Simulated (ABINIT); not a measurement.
Geometry relaxation, with input and output: HgSe (part 3 of 3)

Continued. System: HgSe (2 atoms in the cell). Method: Kohn-Sham DFT of a periodic cell, PBE, PseudoDojo NC SR PBE v0.4 stringent, no spin polarisation (ABINIT 10.8.3); cutoff 1414.99 eV, 6×6×6 k-mesh, fermi-dirac of 0.05 eV. The structure derives from an entry of the Crystallography Open Database.

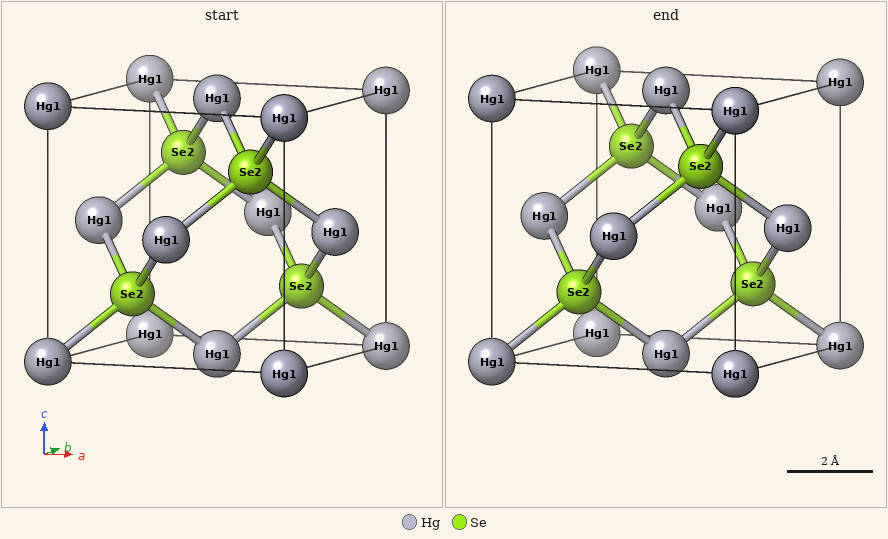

**Figure 1.** Before (left) and after (right) the relaxation, at one scale (ball-and-stick view of the cell 4 times as large as that of the calculation, set on its symmetry axes, seen slightly off an axis). No atom moves by more than 0.005 Å relative to the cell. The volume changes by +9.2 %, with a = b = c 6.078 → 6.259 Å (+3.0 %). Among the contacts that change: Hg1–Se2 2.632 → 2.710 Å. The space group stays F-43m (No. 216). Over 4 geometry steps the energy falls by 34.8 meV per atom. All forces vanish by symmetry, so only the cell relaxes. (Atoms are counted from 1 in the order of the input.)

The run was set up as follows.

**Input file**
```
# Pseudopotentials
pp_dirpath "./"
pseudos "Hg.upf, Se.upf"

# Structure
acell 4.2977950161 4.2977950161 4.2977950161 Angstrom
rprim
     0.0000000000     0.7071067812     0.7071067812
     0.7071067812     0.0000000000     0.7071067812
     0.7071067812     0.7071067812     0.0000000000
ntypat 2
znucl 80 34
natom 2
typat 1 2
chkprim 0
chksymtnons 0
tolsym 1.0e-6
xred
            0.0            0.0            0.0
            3/4            3/4            3/4

# Plane-wave basis
ecut 52.0
ecutsm 0.5

# k points
kptopt 1
ngkpt 6 6 6
nshiftk 1
shiftk 0.0 0.0 0.0

# Exchange and correlation
ixc 11

# Bands and occupations
nband 27
occopt 3
tsmear 0.05 eV

# SCF cycle
nstep 80
tolvrs 1.0e-12

# Output
iomode 3
prteig 0
prtebands 0
prtwf 0
prtden 0

# Relaxation
ionmov 2
optcell 2
ntime 50
tolmxf 2.0e-5
dilatmx 1.08
```

Command:
```bash
mpirun --bind-to none -np 4 abinit run.abi > log 2>&1
```

**Summary**

- outcome: converged
- space group (tolerance 0.01 Å): F-43m (216)
- electrons treated: 44
- free energy: −13721.4142 eV
- Fermi energy: 4.513 eV
- gap on the k-point mesh: none (metallic)
- pressure: 0.00 GPa
- final volume: 61.31 Å³
- largest force (length of the vector) at the end: under 0.001 eV/Å
- final cell: a = 4.426 Å, b = 4.426 Å, c = 4.426 Å, α = 60.00°, β = 60.00°, γ = 60.00°
- hardware: 4 threads of Arm Neoverse V1, 24 GiB of memory available, shared host
- wall time: 4 min (CPU time 16 min)
- peak memory: 0.56 GiB

Spin–orbit coupling is left out, which matters for Hg.
